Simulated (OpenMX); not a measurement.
Sn (slab)

```
Sn
1.0
     3.18150    0.00000    0.00000
     0.00000    5.83130    0.00000
     0.00000    0.00000   24.54450
Sn
7
Direct
  0.50000 0.50000 0.30557
  0.00000 0.00000 0.37038
  0.50000 0.50000 0.43519
  0.00000 0.00000 0.50000
  0.50000 0.50000 0.56481
  0.00000 0.00000 0.62962
  0.50000 0.50000 0.69443
```

Not relaxed (largest force 1.0 eV/Å).

The calculation used OpenMX, Kohn-Sham DFT of a periodic cell, PBE, OpenMX 2013 PBE set.

### Predict the valence pseudo-density between the atoms.

Sn–Sn (3.18 Å): ρ at the midpoint is about 0.14 e/Å³.

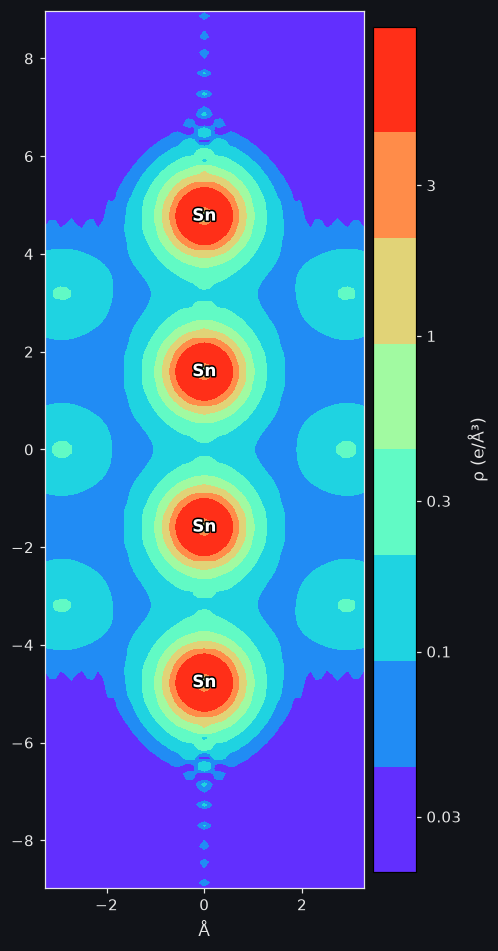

Computed valence pseudo-density on the (100) plane of the calculation cell, a cut from vacuum to vacuum. 

Core electrons are replaced by pseudopotentials, and the valence fields are smoothed inside the atomic spheres.
